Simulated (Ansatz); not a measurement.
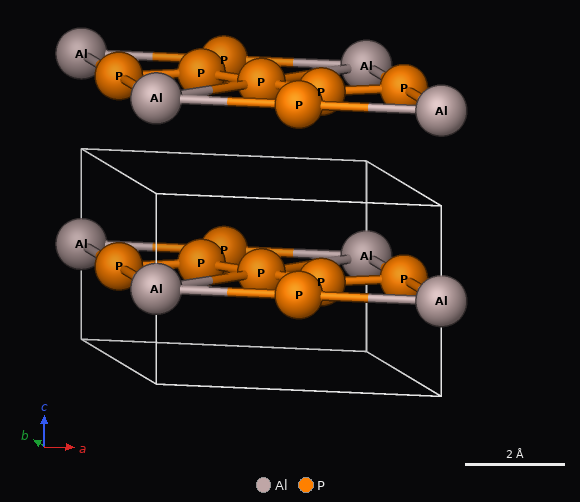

This is the input geometry for a relaxation of solid AlP5 (a generated structure, set up in P6/mmm) (coarse preliminary run). The picture is a ball-and-stick view of the cell of the calculation, repeated 1 × 1 × 2 with one cell outlined, seen slightly off an axis.

All numbers below come from DFT PBE, scalar-relativistic, plane waves, PAW (Ansatz).

Input
```yaml
crystal:
  lattice:
    - [6.01823788, 0.0, 0.0]
    - [-3.00911894, 5.21194689, 0.0]
    - [0.0, 0.0, 3.92805254]
  atoms:
    - { symbol: Al, position: [0.0, 0.0, 0.5] }
    - { symbol: P, position: [0.5, 0.0, 0.5] }
    - { symbol: P, position: [0.0, 0.5, 0.5] }
    - { symbol: P, position: [0.5, 0.5, 0.5] }
    - { symbol: P, position: [0.33333333, 0.66666667, 0.5] }
    - { symbol: P, position: [0.66666667, 0.33333333, 0.5] }
basis:
  ecutwfc: 420
kpoints:
  mp_grid: { grid: [3, 3, 4] }
hamiltonian:
  xc: pbe
scf:
  occupations: { method: gaussian, width: 0.1 }
  lower_state_search: "off"
output:
  forces: true
  stress: true
  eigenvalues: true
relax:
  adjacent_minimum: "off"
  f_tol: 0.04
  max_steps: 70
  cell: { stress_tol: 0.4 }
```

Run as
```bash
ansatz run input.yaml --threads 1 --pin off --max-ram 2560MiB --backend cpu --events-out ev --progress --plain --runs-dir out
```

**What does the optimiser find from here?**

The atoms keep their places relative to the cell (all moves are under 0.005 Å). Cell: a = b 6.018 → 7.656 Å (+27.2 %), c 3.928 → 2.532 Å (−35.5 %). Volume +4.3 %. Some distances before and after: P2–P2 3.928 → 2.532 Å, Al1–Al1 3.928 → 2.532 Å, Al1–P2 3.009 → 3.828 Å, P2–P5 1.737 → 2.210 Å. The space group stays P6/mmm (No. 191). The energy falls by 14.074 eV per cell of the calculation in 15 accepted moves (17 points after the start). All forces vanish by symmetry, so only the cell relaxes. The pressure goes from 57.83 to 0.02 GPa. The SCF was repeated twice at an unchanged geometry on a basis and grid sized afresh for the cell, which shifted the energy by 0.214 eV per cell of the calculation at most. Cost: 2.2 min on 1 thread of Intel(R) Xeon(R) Processor @ 2.50GHz (Skylake/Cascade Lake) (shared host), peak memory 0.38 GiB.

History of the run:

| step | E − E(0), meV/atom | pressure, GPa | volume, Å³/atom | note |
| --- | --- | --- | --- | --- |
| 0 | 0.00 | 57.83 | 20.535 |  |
| 1 | -877.92 | 33.23 | 22.592 |  |
| 2 | -1401.03 | 18.49 | 24.505 |  |
| 3 | -1696.69 | 9.82 | 26.661 |  |
| 4 | -1838.54 | 2.32 | 28.991 |  |
| 5 | -1883.74 | -0.63 | 28.736 |  |
| 6 | -1909.45 | -1.18 | 27.527 |  |
| 7 | -1938.26 | -1.39 | 26.098 |  |
| 8 | -1998.80 | -1.81 | 24.702 |  |
| 9 | -2124.44 | -3.59 | 23.340 |  |
| 10 | -2256.73 | -2.11 | 21.956 |  |
| 11 | -2304.33 | 1.32 | 20.560 |  |
| 12 | -2306.56 | 0.36 | 20.809 |  |
| 13 | -2306.63 | -0.14 | 20.948 |  |
| 14 | -2342.30 | 1.34 | 20.948 | same geometry, new basis |
| 15 | -2345.51 | 0.26 | 21.339 |  |
| 16 | -2345.58 | 0.02 | 21.422 |  |
| 17 | -2345.66 | 0.02 | 21.422 | same geometry, new basis |

Final geometry:

```
CELL_PARAMETERS angstrom
7.65629 0.00000 0.00000
-3.82814 6.63054 0.00000
0.00000 0.00000 2.53185
ATOMIC_POSITIONS crystal
Al 0.00000 0.00000 0.50000
P 0.50000 0.00000 0.50000
P 0.00000 0.50000 0.50000
P 0.50000 0.50000 0.50000
P 0.33333 0.66667 0.50000
P 0.66667 0.33333 0.50000
```

The end point in the same view:

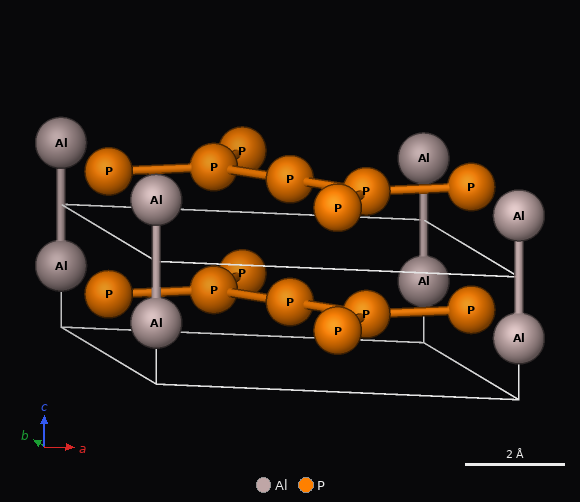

Limits of the set-up: the k-point mesh is coarse for a cell with partly filled bands.
